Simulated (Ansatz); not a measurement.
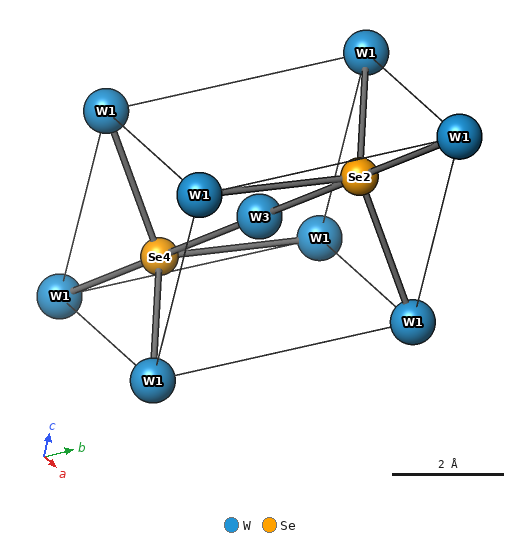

Fig. 1: The structure as given in the input (ball-and-stick view of the reduced cell, seen slightly off an axis; atoms are numbered from 1 in the order of the input). An atom can appear more than once, as a periodic image.

## WSe: single-point calculation (part 1 of 2)

- system: WSe (Pm-3m, 4 atoms in the cell)
- method: DFT PBE+U, scalar-relativistic, plane waves, PAW, Ueff = 6.2 eV on W d, spin-polarised (Ansatz 0.2.0)

The structure was built on a prototype by a generator; it need not be a known phase. It belongs to a series of runs on one base structure; here: antiferromagnetic, doubled cell, propagation vector (1/2, 1/2, 1/2). Figures and captions count atoms from 1; the log counts them from 0 in places.

## Input file
```yaml
crystal:
  lattice:
    - [3.5486714783, 0.0, 3.5486714783]
    - [0.0, 3.5486714783, 3.5486714783]
    - [0.0, 0.0, 7.0973429566]
  atoms:
    - { symbol: W, position: [0.0, 0.0, 0.0], spin: 1.0 }
    - { symbol: Se, position: [0.5, 0.5, 0.75] }
    - { symbol: W, position: [0.0, 0.0, 0.5], spin: -1.0 }
    - { symbol: Se, position: [0.5, 0.5, 0.25] }
basis:
  ecutwfc: 420
kpoints:
  mp_grid: { grid: [12, 12, 6] }
hamiltonian:
  xc: pbe
  hubbard: { sites: [{ species: W, l: d, u_eff: 6.2 }] }
scf:
  occupations: { method: gaussian, width: 0.1 }
output:
  forces: true
  stress: true
  eigenvalues: true
  populations: true
  write_density: true
  write_potential: true
  elf: true
  volumetric_format: npy
magnetization:
  spin_polarized: true
```

Hardware: 1 thread of Intel Xeon @ 2.50GHz (Skylake/Cascade Lake), 192 GiB of memory available, shared host.

Run as:
```bash
ansatz run input.yaml --threads 1 --pin off --max-ram 2560MiB --backend cpu --events-out ev --progress --plain --runs-dir out
```

## Log
```
W: projections on atomic orbitals take those of the free atom [Kr 4d10 4f14] 5s2 5p6 5d4 6s2, of charge +0.00 (hamiltonian.pseudopotentials.projection_atoms); the dataset's partial waves leave at most 6.5e-5 of an orbital's norm unspanned inside its sphere
Se: projections on atomic orbitals take those of the free atom [Ar] 3d10 4s2 4p4, of charge +0.00 (hamiltonian.pseudopotentials.projection_atoms); the dataset's partial waves leave at most 2.3e-6 of an orbital's norm unspanned inside its sphere
Engine: ansatz 0.2.0, x86_64-unknown-linux-gnu
Pseudopotentials: kind: paw
Pseudopotential: W, paw, valence charge 14, recommended cutoff 420 eV (normal), W.paw.azcp
Pseudopotential: Se, paw, valence charge 16, recommended cutoff 420 eV (normal), Se.paw.azcp
Functional definition: PBE
  parameter kappa = 0.804
  parameter beta = 0.06672455060314922
  exchange = pbe_x(kappa = kappa, mu = beta*pi^2/3)
  correlation = pbe_c(beta = beta)
Crystal: 4 atoms, lattice volume = 89.377 Å³
Basis set: ecut = 420 eV, 1807 PW (Γ), exchange–correlation on 72×72×96 points (8 copies of the dense FFT grid, shifted against one another)
Bands: 38, of which v1, the nominal top of the filled ones, is band 30 counted from 1 (29 counted from 0)
Symmetry: 48 space group operations
Space group: Fm-3m (ITA 225), of the structure as read, at distance tolerance 4.5e-5 Å
Magnetic group: BNS 225.121 (UNI 1623), of the structure as read, at distance tolerance 4.5e-5 Å
k-points: 44 of 864
Non-local potential: W, projectors of the file, l = 0: 3, l = 1: 2, l = 2: 2, l = 3: 1
Non-local potential: Se, projectors of the file, l = 0: 2, l = 1: 2, l = 2: 3, l = 3: 1
PAW form: soft (Blöchl's): semilocal exchange-correlation on the pseudo side does not see the compensation charge
PAW one-centre angular grid: W, 590 points (default); XC on 64 Gauss nodes
PAW one-centre angular grid: Se, 590 points (default); XC on 64 Gauss nodes
Initial density: superposition of atomic densities (chi_scale 0.1, normalization cell)
Starting moments: Σ|m| = 2 μB on 2 of 4 sites
Starting magnetic order: antiferromagnet; a translation exchanges its spin sublattices: spin-degenerate at every k-point
Initial wavefunctions: pseudopotential atomic-orbital guess
Functional: x = pbe(κ = 0.804, μ = 0.2195149727645171), c = pbe(β = 0.06672455060314922)
iter 1 solved again at ethr=2.34e-3 eV; its pass at ethr=3.10e-3 eV (dr2=1.41e0 eV) is discarded
SCF iter   1: F=—  HF=-31687.755913 eV  |F-HF|=—  |Δ(HF+E_count)|=         —  Δρ=2.73e-2 (↑2.73e-2 ↓2.73e-2)  dr2=1.41e0  dr2_m=4.51e-1  M=0.000 μB ∫|m|=4.008 μB  β_m=1.00  ethr=2.34e-3  ⟨swp⟩=1.0  Hψ=8011  notcnv=0
preconditioner: auto → Kerker (q_TF=auto, 2.553 Å⁻¹)  [metal: Δε(μ)=0.004 eV  Ē_g=6.755 eV  σ=0.100 eV  W_gap=0.02  n_scr=26 (ndim 8)  ℏωp=19.2 eV  f_vac=0.000  D(μ)=6.42/eV (n_scr^D=64)]
spin=Collinear: Kerker preconditioning applied to the charge; magnetization (m = ρ↑ − ρ↓) channel mixes plain (no charge-response kernel on spin).
SCF iter   2: F=—  HF=-31689.282437 eV  |F-HF|=—  |Δ(HF+E_count)|=    1.53e0  Δρ=1.97e-2 (↑1.97e-2 ↓1.97e-2)  dr2=2.67e-1  dr2_m=2.82e-1  M=0.000 μB ∫|m|=5.715 μB  β_m=1.00  ethr=2.34e-3  ⟨swp⟩=2.0  Hψ=2248  notcnv=0
SCF iter   3: F=—  HF=-31690.829491 eV  |F-HF|=—  |Δ(HF+E_count)|=    1.55e0  Δρ=1.29e-2 (↑1.29e-2 ↓1.29e-2)  dr2=4.53e-2  dr2_m=1.20e-1  M=0.000 μB ∫|m|=6.812 μB  β_m=1.00  ethr=4.45e-4  ⟨swp⟩=2.0  Hψ=2633  notcnv=0  defer=94
SCF iter   4: F=—  HF=-31692.035012 eV  |F-HF|=—  |Δ(HF+E_count)|=    1.21e0  Δρ=5.63e-3 (↑5.63e-3 ↓5.63e-3)  dr2=7.16e-3  dr2_m=2.43e-2  M=0.000 μB ∫|m|=7.373 μB  β_m=1.00  ethr=7.55e-5  ⟨swp⟩=2.7  Hψ=3252  notcnv=0  defer=95
SCF iter   5: F=—  HF=-31692.805717 eV  |F-HF|=—  |Δ(HF+E_count)|=   7.71e-1  Δρ=4.27e-3 (↑4.27e-3 ↓4.27e-3)  dr2=2.43e-2  dr2_m=1.09e-2  M=0.000 μB ∫|m|=7.722 μB  β_m=0.30  ethr=1.19e-5  ⟨swp⟩=2.3  Hψ=3583  notcnv=0  defer=87
Mixer restart at iter 5: flushing history
spin-set hold released at iteration 5 (site moments contracting): the magnetisation degrees of freedom join the quasi-Newton model from the next iteration; the mixer history was flushed
SCF iter   6: F=—  HF=-31693.278825 eV  |F-HF|=—  |Δ(HF+E_count)|=   4.73e-1  Δρ=5.25e-3 (↑5.25e-3 ↓5.25e-3)  dr2=4.41e-2  dr2_m=1.64e-2  M=0.000 μB ∫|m|=7.902 μB  β_m=0.62  ethr=1.19e-5  ⟨swp⟩=2.0  Hψ=2241  notcnv=0  defer=87
SCF iter   7: F=—  HF=-31693.937342 eV  |F-HF|=—  |Δ(HF+E_count)|=   6.59e-1  Δρ=2.42e-3 (↑2.42e-3 ↓2.42e-3)  dr2=2.42e-2  dr2_m=1.54e-3  M=0.000 μB ∫|m|=8.387 μB  β_m=0.75  ethr=1.19e-5  ⟨swp⟩=3.2  Hψ=3918  notcnv=0  defer=99
SCF iter   8: F=—  HF=-31693.935620 eV  |F-HF|=—  |Δ(HF+E_count)|=   1.72e-3  Δρ=7.35e-4 (↑7.35e-4 ↓7.35e-4)  dr2=1.16e-3  dr2_m=1.29e-4  M=0.000 μB ∫|m|=8.378 μB  β_m=0.85  ethr=1.19e-5  ⟨swp⟩=2.1  Hψ=3026  notcnv=0  defer=104
SCF iter   9: F=—  HF=-31693.936586 eV  |F-HF|=—  |Δ(HF+E_count)|=   9.66e-4  Δρ=2.85e-4 (↑2.85e-4 ↓2.85e-4)  dr2=2.73e-4  dr2_m=1.43e-5  M=0.000 μB ∫|m|=8.392 μB  β_m=0.81  ethr=1.94e-6  ⟨swp⟩=2.0  Hψ=2826  notcnv=0  defer=104
SCF iter  10: F=—  HF=-31693.936537 eV  |F-HF|=—  |Δ(HF+E_count)|=   4.87e-5  Δρ=7.87e-5 (↑7.87e-5 ↓7.87e-5)  dr2=1.56e-5  dr2_m=6.81e-7  M=0.000 μB ∫|m|=8.397 μB  β_m=0.86  ethr=4.55e-7  ⟨swp⟩=2.0  Hψ=2808  notcnv=0  defer=104
SCF iter  11: F=—  HF=-31693.936550 eV  |F-HF|=—  |Δ(HF+E_count)|=   1.24e-5  Δρ=2.72e-5 (↑2.72e-5 ↓2.72e-5)  dr2=2.10e-6  dr2_m=9.35e-8  M=0.000 μB ∫|m|=8.397 μB  β_m=0.93  ethr=2.60e-8  ⟨swp⟩=2.0  Hψ=2864  notcnv=0  defer=104
SCF iter  12: F=-31693.936551 eV  HF=-31693.936551 eV  |F-HF|=5.29e-8  |Δ(HF+E_count)|=   9.02e-7  Δρ=4.74e-6 (↑4.74e-6 ↓4.74e-6)  dr2=5.49e-8  dr2_m=3.67e-9  M=0.000 μB ∫|m|=8.398 μB  ethr=1.67e-10  ⟨swp⟩=12.9  Hψ=11453  notcnv=0
SCF 1 converged in 12 iterations: F = -31693.936551 eV  dr2 = 5.49e-8
  greatest PAW one-centre occupation: 1.000 electrons in one spin orbital (limit 2), on the Se atom at site 3 (counted from 0), in its partial waves of l = 2
Symmetry: 12 space group operations
k-points: 98 of 864
Initial density: read from a saved state, or passed on in memory by an earlier SCF of this step, an earlier step, the calling program or the single point that the run made first
Starting moments: Σ|m| = 2 μB on 2 of 4 sites; this step starts from the density that it was given
Initial wavefunctions: those read from a saved state, or passed on in memory by an earlier step or the calling program
the translation (0, 0, 0.5) carries every atom to within crystal.symmetry.tolerance of an atom of its element with the starting moment reversed, but both spin channels are solved: the run starts from a saved state that isn't shown to keep it, or this solve from the single point that its walk made first
iter 1 solved again at ethr=9.15e-11 eV; its pass at ethr=1.67e-6 eV (dr2=5.49e-8 eV) is discarded
SCF iter   1: F=—  HF=-31693.936551 eV  |F-HF|=—  |Δ(HF+E_count)|=         —  Δρ=4.74e-6 (↑4.74e-6 ↓4.74e-6)  dr2=5.49e-8  dr2_m=3.67e-9  M=0.000 μB ∫|m|=8.398 μB  ethr=9.15e-11  ⟨swp⟩=1.0  Hψ=32470  notcnv=0
preconditioner: auto → Kerker (q_TF=auto, 2.553 Å⁻¹)  [metal: Δε(μ)=0.002 eV  Ē_g=8.791 eV  σ=0.100 eV  W_gap=0.01  n_scr=26 (ndim 8)  ℏωp=19.2 eV  f_vac=0.000  D(μ)=8.10/eV (n_scr^D=112)]
spin=Collinear: Kerker preconditioning applied to the charge; magnetization (m = ρ↑ − ρ↓) channel mixes plain (no charge-response kernel on spin).
SCF iter   2: F=—  HF=-31693.985238 eV  |F-HF|=—  |Δ(HF+E_count)|=   4.87e-2  Δρ=1.16e-3 (↑1.13e-3 ↓1.16e-3)  dr2=3.73e-3  dr2_m=3.71e-4  M=0.195 μB ∫|m|=8.457 μB  ethr=1.67e-6  ⟨swp⟩=1.0  Hψ=35158  notcnv=0
SCF iter   3: F=—  HF=-31694.019974 eV  |F-HF|=—  |Δ(HF+E_count)|=   3.47e-2  Δρ=9.82e-4 (↑9.82e-4 ↓4.85e-4)  dr2=1.22e-3  dr2_m=1.99e-4  M=0.015 μB ∫|m|=8.271 μB  ethr=1.67e-6  ⟨swp⟩=1.0  Hψ=26002  notcnv=0
SCF iter   4: F=—  HF=-31694.020860 eV  |F-HF|=—  |Δ(HF+E_count)|=   8.86e-4  Δρ=7.25e-5 (↑6.25e-5 ↓7.25e-5)  dr2=1.56e-5  dr2_m=1.01e-6  M=0.015 μB ∫|m|=8.262 μB  ethr=1.67e-6  ⟨swp⟩=1.0  Hψ=20183  notcnv=0
SCF iter   5: F=—  HF=-31694.020861 eV  |F-HF|=—  |Δ(HF+E_count)|=   4.72e-7  Δρ=1.50e-5 (↑1.50e-5 ↓1.33e-5)  dr2=1.38e-6  dr2_m=1.89e-8  M=0.015 μB ∫|m|=8.262 μB  ethr=2.99e-8  ⟨swp⟩=1.0  Hψ=18601  notcnv=0
SCF iter   6: F=-31694.020860 eV  HF=-31694.020860 eV  |F-HF|=5.54e-9  |Δ(HF+E_count)|=   4.10e-7  Δρ=1.81e-6 (↑1.81e-6 ↓1.69e-6)  dr2=1.08e-8  dr2_m=1.07e-9  M=0.015 μB ∫|m|=8.262 μB  ethr=1.67e-10  ⟨swp⟩=1.9  Hψ=18416  notcnv=0
SCF iter   7: F=-31694.020860 eV  HF=-31694.020860 eV  |F-HF|=5.43e-9  |Δ(HF+E_count)|=  1.02e-10  Δρ=1.81e-6 (↑1.81e-6 ↓1.68e-6)  dr2=1.07e-8  dr2_m=1.09e-9  M=0.015 μB ∫|m|=8.262 μB  ethr=1.79e-11  ⟨swp⟩=1.0  Hψ=23853  notcnv=0
SCF 2 converged in 7 iterations: F = -31694.020860 eV  dr2 = 1.07e-8
the translation (0, 0, 0.5) carries every atom to within crystal.symmetry.tolerance of an atom of its element with the starting moment reversed, but both spin channels are solved: the run starts from a saved state that isn't shown to keep it, or this solve from the single point that its walk made first
iter 1 solved again at ethr=1.78e-11 eV; its pass at ethr=3.10e-3 eV (dr2=1.07e-8 eV) is discarded
SCF iter   1: F=—  HF=-31694.020860 eV  |F-HF|=—  |Δ(HF+E_count)|=         —  Δρ=1.81e-6 (↑1.81e-6 ↓1.68e-6)  dr2=1.07e-8  dr2_m=1.09e-9  M=0.015 μB ∫|m|=8.262 μB  β_m=0.30  ethr=1.78e-11  ⟨swp⟩=1.4  Hψ=24925  notcnv=0
preconditioner: auto → Kerker (q_TF=auto, 2.553 Å⁻¹)  [metal: Δε(μ)=0.008 eV  Ē_g=8.670 eV  σ=0.100 eV  W_gap=0.04  n_scr=26 (ndim 8)  ℏωp=19.2 eV  f_vac=0.000  D(μ)=2.40/eV (n_scr^D=14)]
spin=Collinear: Kerker preconditioning applied to the charge; magnetization (m = ρ↑ − ρ↓) channel mixes plain (no charge-response kernel on spin).
SCF iter   2: F=-31694.020860 eV  HF=-31694.020860 eV  |F-HF|=2.57e-9  |Δ(HF+E_count)|=  8.00e-11  Δρ=1.45e-6 (↑1.45e-6 ↓1.26e-6)  dr2=6.32e-9  dr2_m=7.18e-10  M=0.015 μB ∫|m|=8.262 μB  ethr=1.78e-11  ⟨swp⟩=8.2  Hψ=37103  notcnv=0
SCF 3 converged in 2 iterations: F = -31694.020860 eV  dr2 = 6.32e-9
Symmetry: 4 space group operations
k-points: 242 of 864
the translation (0, 0, 0.5) carries every atom to within crystal.symmetry.tolerance of an atom of its element with the starting moment reversed, but both spin channels are solved: the run starts from a saved state that isn't shown to keep it, or this solve from the single point that its walk made first
iter 1 solved again at ethr=1.05e-11 eV; its pass at ethr=1.67e-6 eV (dr2=6.32e-9 eV) is discarded
```
